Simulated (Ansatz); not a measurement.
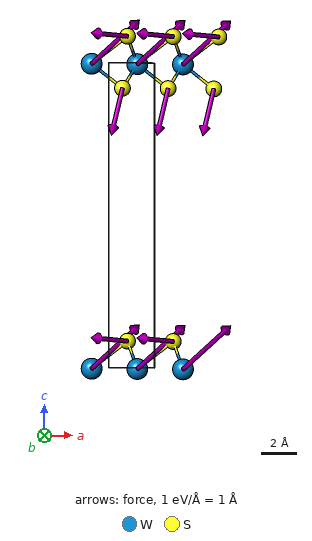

Starting geometry of solid WS2 (set up in P1) with the computed forces as purple arrows. A ball-and-stick model of the cell of the calculation, reduced to other axes, repeated 2 × 1 × 1 with one cell outlined, seen along the b axis. Lengths and directions refer to the drawn axes.

Case: all atoms moved at random, sigma 0.1 Å for each component, cell strained at random, sigma 0.03; relaxed back.

Computed with DFT LDA, scalar-relativistic, plane waves, PAW (Ansatz 0.2.0).

Input
```yaml
crystal:
  lattice:
    - [3.1377493201, -0.1019164951, 0.0005165063]
    - [-1.6571369339, 2.7416992086, -0.0108341442]
    - [0.0028016125, -0.0662397709, 17.9305637176]
  atoms:
    - { symbol: W, position: [0.3452572877, 0.6244599908, -0.0039294872] }
    - { symbol: S, position: [0.6415159317, 0.2992586073, 0.9167110055] }
    - { symbol: S, position: [0.6798934474, 0.4096147353, 0.0872184817] }
basis:
  ecutwfc: 420
kpoints:
  mp_grid: { grid: [12, 12, 2] }
hamiltonian:
  xc: lda
scf:
  occupations: { method: gaussian, width: 0.05 }
output:
  forces: true
  stress: true
  eigenvalues: true
  write_density: true
  write_potential: true
  elf: true
  volumetric_format: npy
relax:
  adjacent_minimum: "off"
  f_tol: 0.01
  max_steps: 80
  cell: { stress_tol: 0.1 }
```

Launched with:
```bash
ansatz run input.yaml --threads 1 --pin off --max-ram 2560MiB --backend cpu --events-out ev --progress --plain --runs-dir out
```

Q: Is this structure relaxed? If not, where do the atoms go?

A: It isn't relaxed: the largest force vector, on W1, is 4.92 eV/Å. The atoms end up moving mostly along the starting forces (cosine between the two patterns 0.89). The energy falls by 303 meV per atom in 3 accepted moves (4 points after the start). The largest force component goes from 3 to 0.0082 eV/Å. The pressure goes from 3.17 to −0.02 GPa. The SCF was repeated once at an unchanged geometry on a basis and grid sized afresh for the cell, which shifted the energy by less than 0.05 meV per atom at most. The largest move relative to the cell is that of S3, 0.17 Å roughly along [−1 −1 0]. By element the largest moves are S 0.17 Å, W 0.17 Å. The volume changes by +0.5 %, with a 3.027 → 3.126 Å (+3.3 %), b 3.139 → 3.126 Å (−0.4 %), c 17.931 → 17.967 Å (+0.2 %), α 90.0° → 90.3°, β 90.4° → 91.4°, γ 117.4° → 120.0°. Among the contacts that change: W1–S3 2.678 → 2.386 Å, W1–S2 2.238 → 2.386 Å, W1–S3 (another image) 2.248 → 2.386 Å, W1–W1 3.027 → 3.126 Å. Bond angles that change, for instance: S2–W1–S3 121.6° → 135.6°, S2–W1–S3 125.2° → 135.6°, S3–W1–S3 72.3° → 81.8°. The space group stays P1 (No. 1). The run took 3.7 min on 1 thread of Arm Neoverse V1, with other jobs on the host, peak memory 0.62 GiB.
